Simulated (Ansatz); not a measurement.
## Ti: an electron-density study

Space group P6/mmm; the calculation finds a residual pressure of about −5 GPa at this fixed cell. This isn't the usual form at ambient conditions.

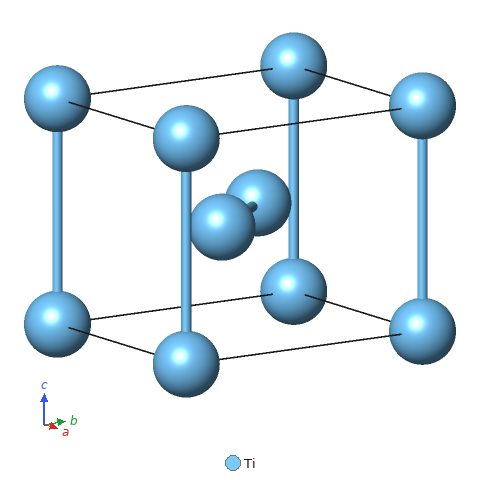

The conventional cell.

The calculation's input:

```
crystal:
  lattice:
    - [4.6, 0.0, 0.0]
    - [-2.3, 3.9837168574, 0.0]
    - [0.0, 0.0, 2.82]
  atoms:
    - { symbol: Ti, position: [0.0, 0.0, 0.0] }
    - { symbol: Ti, position: [0.3333333333, 0.6666666667, 0.5] }
    - { symbol: Ti, position: [0.6666666667, 0.3333333333, 0.5] }
basis:
  ecutwfc: 500
  fft_grid_basis: typed
kpoints:
  mp_grid: { grid: [9, 9, 12] }
hamiltonian:
  xc: pbesol
  pseudopotentials: { kind: paw }
scf:
  occupations: { method: gaussian, width: 0.05 }
output:
  forces: true
  stress: true
  eigenvalues: true
  bader: true
  write_density: true
  volumetric_format: npy
  elf: true
```

Command:

```sh
ansatz run input.yaml --threads 2 --pin off --max-ram 4096MiB --backend cpu --events-out ev --progress --plain --runs-dir out
```

The picture shows the conventional cell (a = 4.60 Å, b = 4.60 Å, c = 2.82 Å, α = 90.00°, β = 90.00°, γ = 120.00°).

These are results of DFT PBEsol, scalar-relativistic, plane waves, PAW in Ansatz 0.2.0, not measurements.

Core electrons are frozen (PAW), so the maps are meaningful between the atoms, not at the nuclei.

### 1. Bonding charge

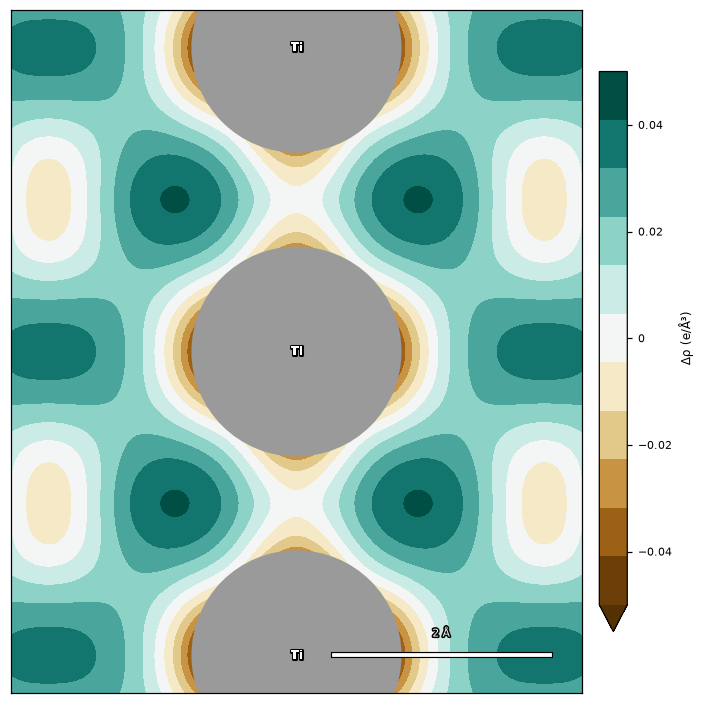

*Deformation density (self-consistent density less superposed neutral spherical atoms): a map on the (100) plane of the conventional cell, with grey discs over the atomic cores. Cores are masked to 1.0 Å (Ti).*

**Describe the bonding charge.**

Ti–Ti (2.66 Å): Δρ is −0.011 e/Å³ at the midpoint (this contact isn't in the plane drawn).
- Over the whole cell, outside the masked cores, the largest gain, 0.04 e/Å³, lies 1.6 Å from a titanium nucleus, and the largest loss lies at the edge of the masked core of Ti.
- The rearranged charge, half the integral of |Δρ|, is about 0.18 e an atom.

### 2. One group of states

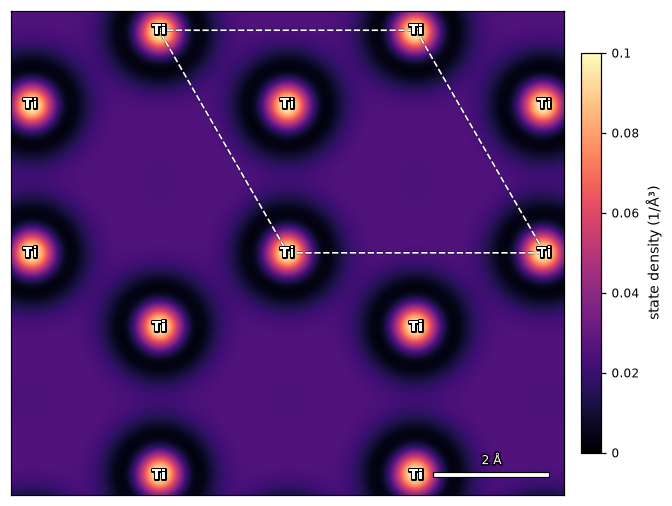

*Density of the Kohn–Sham states from −6.1 to −4.0 eV about the Fermi level (the lower third of the occupied valence band), scaled to one electron a cell: a map on the (001) plane of the conventional cell.*

**Describe these states.**

Löwdin projections on the PAW files' atomic orbitals give Ti 4s (95 %).

### 3. Change of volume

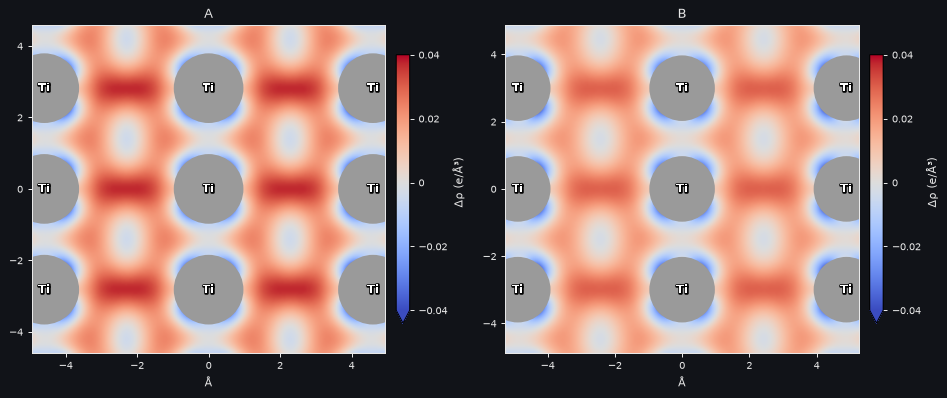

Ti: deformation density on the (100) plane of the conventional cell at two volumes, with the same fractional coordinates and one colour scale. Grey discs cover the cores.

**Which panel is the larger cell, by how much, and what changes?**

B is the larger cell: B has 120 % of the volume of A.
The pressure is −5 GPa in A and −18 GPa in B.
The rearranged charge is 0.18 e an atom in A and 0.18 e in B.

### 4. Moving an atom

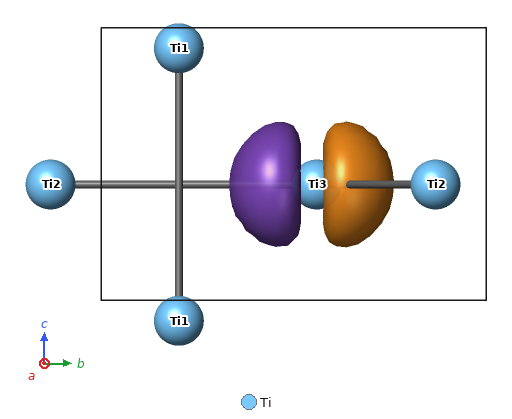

Ti: one atom of the 3-atom cell (and its periodic copies) was moved a little. Density after less density before, orange at +0.5 and purple at −0.5 e/Å³, seen along the a axis; cell a = 4.60 Å, b = 4.60 Å, c = 2.82 Å, α = 90.00°, β = 90.00°, γ = 120.00°. The lobes lie largely inside the PAW sphere, where the density is a smoothed one.

**Find the displaced atom and its direction.**

Ti3 moved towards the orange lobe, to the right in the picture. In the run the shift was 0.10 Å along [1 2 0] in the axes of the cell drawn.

**How much does the computed force on the atom change?**

The force on it changes by 0.30 eV/Å along the move, against it: a stiffness of about 3 eV/Å² for this sublattice shift.

### 5. Putting it together

The two pressures give a mean stiffness −ΔP/Δln V of about 72 GPa over this range, with the atoms held at their fractional positions.

Run times: 16 s (base cell), 6.5 s (state densities), 17 s (scaled cell) and 35 s (moved atom), on 2 threads of Arm Neoverse N1 (shared host).
